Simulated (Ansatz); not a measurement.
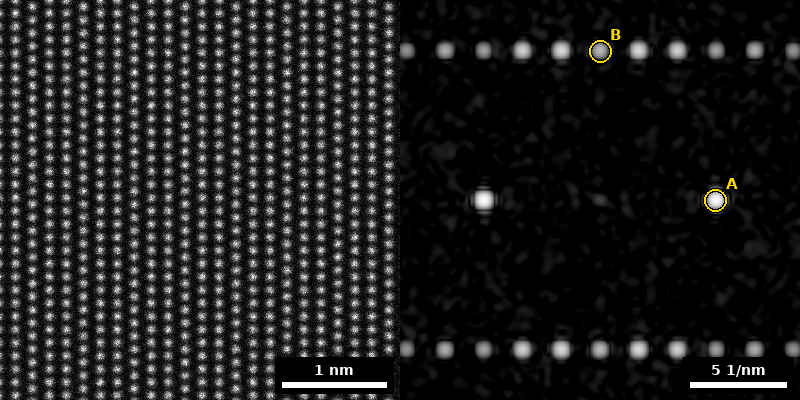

Dark-field STEM-like image of a crystal. Simulated incoherent Z contrast: every atom adds Z^1.7 spread by a probe of 0.64 Å full width; channelling and multiple scattering are left out. The probe carries 15 % of its weight in a tail 2.5 times as wide. Shot noise was added.

The right panel is the modulus of the image's Fourier transform on a logarithmic scale.

Which lattice spacings do the marked spots stand for, and what angle do A and B enclose?

Answer. A: 1.6 Å, B: 1.3 Å; A and B enclose about 90°.

The crystal is C (P6/mmm, No. 191) along [100]; the spots are (030) and (001). Atomic positions: the input geometry of a calculation; the starting structure was generated, so it need not be a known form of this composition.
